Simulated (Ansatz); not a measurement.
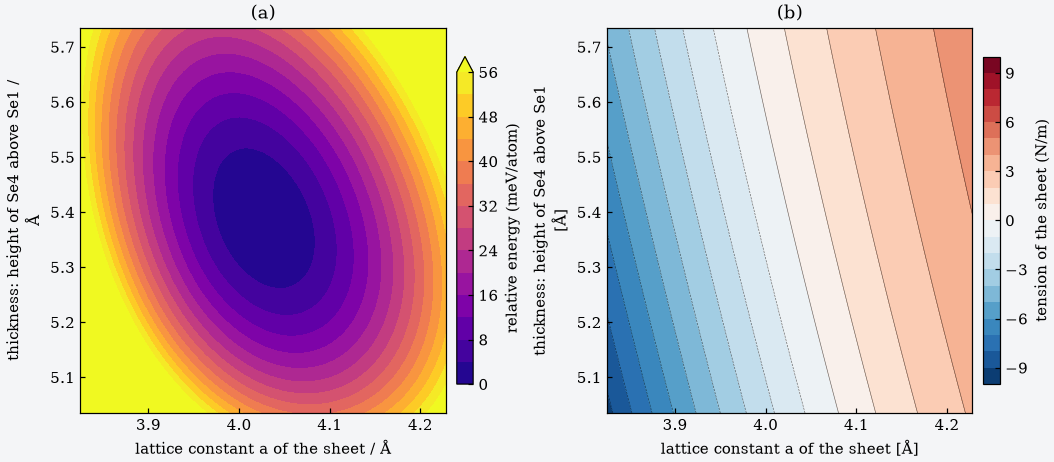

A two-dimensional sheet of InSe (4 atoms in the cell). The lattice constant and the thickness of a sheet are varied, nothing relaxed. Coordinates scanned: (1) lattice constant a of the sheet (both vectors scaled alike); (2) thickness: height of Se4 above Se1, all heights scaled alike. The grid has 7 × 7 points. Points are written as (first, second). Energies: meV/atom, counted from the lowest grid point. Theory: DFT PBE+D3(BJ), scalar-relativistic, plane waves, PAW (Ansatz 0.2.0). Settings: cutoff 420 eV, k-mesh 9×9×1, gaussian smearing 0.02 eV, no spin polarisation.

Panel (a) is the energy; panel (b) is the computed tension of the sheet, in N/m.

The picture shows filled contours, one colour for all values above the top of the scale. Between grid points the surface is interpolated.

Question: How does the tension of the sheet vary over the map, and what is it at the lowest grid point?

Answer: It runs from −9.3 N/m at (3.825 Å, 5.035 Å) to 4.6 N/m at (4.228 Å, 5.735 Å). At the lowest grid point, (4.027 Å, 5.385 Å), it is 0.0 N/m.

| second ↓, first → | 3.825 | 3.892 | 3.960 | 4.027 | 4.094 | 4.161 | 4.228 |
| --- | --- | --- | --- | --- | --- | --- | --- |
| 5.735 | −4.9 | −2.5 | −0.5 | 1.1 | 2.5 | 3.6 | 4.6 |
| 5.619 | −5.5 | −3.0 | −0.9 | 0.8 | 2.2 | 3.4 | 4.4 |
| 5.502 | −6.1 | −3.6 | −1.4 | 0.4 | 1.9 | 3.2 | 4.2 |
| 5.385 | −6.9 | −4.2 | −1.9 | 0.0 | 1.6 | 2.9 | 4.0 |
| 5.269 | −7.6 | −4.8 | −2.4 | −0.4 | 1.2 | 2.6 | 3.7 |
| 5.152 | −8.4 | −5.5 | −3.0 | −0.9 | 0.8 | 2.2 | 3.4 |
| 5.035 | −9.3 | −6.3 | −3.6 | −1.5 | 0.3 | 1.9 | 3.1 |

PAW datasets: the set soft_1.
